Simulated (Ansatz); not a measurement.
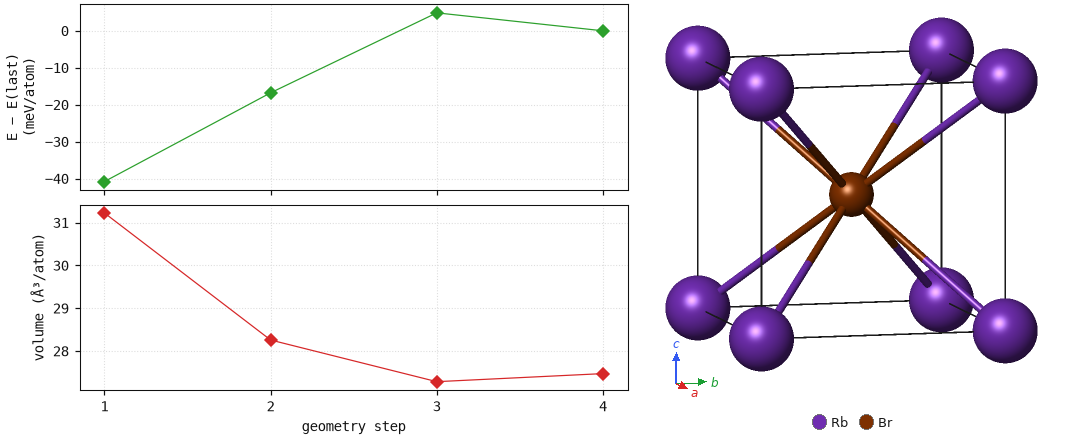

Beside the plot: the structure at the start.

History of a geometry optimisation. RbBr (Pm-3m, 2 atoms in the cell); DFT LDA, scalar-relativistic, plane waves, PAW (Ansatz); cutoff 420 eV, 6×6×6 k-mesh, fixed occupations. Atoms and cell relax. A closing SCF on a freshly chosen basis isn't drawn.

The optimisation met its thresholds at geometry 4, counting the start as the first. The energy of the last step lies about 41 meV/atom above the first, with a rise at steps 2 and 3. The target is 4 GPa, so the enthalpy and not the energy is minimised. All forces vanish by symmetry, so only the cell moves. The volume shrinks from 31.2 to 27.5 Å³ per atom (−12 %).
